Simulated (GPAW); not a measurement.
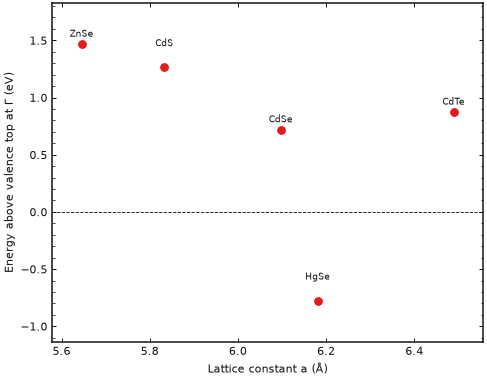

Lowest conduction level at Γ, counted from the valence-band top at Γ, for five zincblende crystals against the lattice constant, each in the cell that this method relaxed. A negative value at Γ means that the s-like level, then filled, lies under the p-like triplet: the bands are inverted and there is no gap. All by GPAW with revPBE, without spin-orbit coupling, no moments; potentials: the program's PAW data sets (release 1.2.1) made for this functional.

Does the value at Γ follow the lattice constant?

No: there is no clear trend (correlation −0.48). More than one element changes from compound to compound, so size isn't the only cause. The lowest value is −0.78 eV (HgSe) and the highest 1.47 eV (ZnSe).

| compound | a (Å) | k mesh | Γ (eV) |
| --- | --- | --- | --- |
| ZnSe | 5.646 | 8×8×8 | 1.47 |
| CdS | 5.833 | 8×8×8 | 1.26 |
| CdSe | 6.097 | 8×8×8 | 0.72 |
| HgSe | 6.181 | 8×8×8 | −0.78 |
| CdTe | 6.489 | 7×7×7 | 0.87 |

Later steps reuse the first step's grids. Spin-orbit coupling is left out, which matters for Hg, Te and Se. LDA, GGA and most meta-GGA functionals understate gaps. The usual form of CdS is wurtzite, though both occur. The usual form of CdSe is wurtzite, though both occur.
